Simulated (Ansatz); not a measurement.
In2O3, space group Ia-3 (No. 206), a = 10.289 Å, b = 10.289 Å, c = 10.289 Å, α = 90.00°, β = 90.00°, γ = 90.00°

```csv
site,Wyckoff,x,y,z
In1,24d,0.5000,0.2500,0.0338
In2,8b,0.2500,0.7500,0.2500
O,48e,0.3898,0.1545,0.3824
```

Source: the geometry relaxed with DFT PBE, scalar-relativistic, plane waves, PAW in Ansatz 0.2.0.

> Describe the coordination of In2 (8b).

InO6: a clearly distorted octahedron (coordination number 6, S = 1.46; next best trigonal prism, S = 16.8). Bonds: 6 × In–O 2.21 Å. The next neighbour, not counted, lies at 3.40 Å.

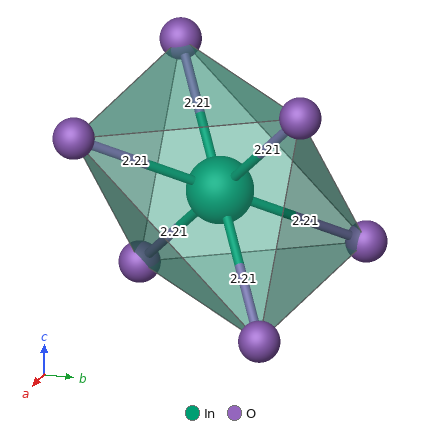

The polyhedron about In2 (8b). Shape measures S are computed against regular polyhedra or, for capped shapes, the nearer of the equal-edge and equal-bond forms.
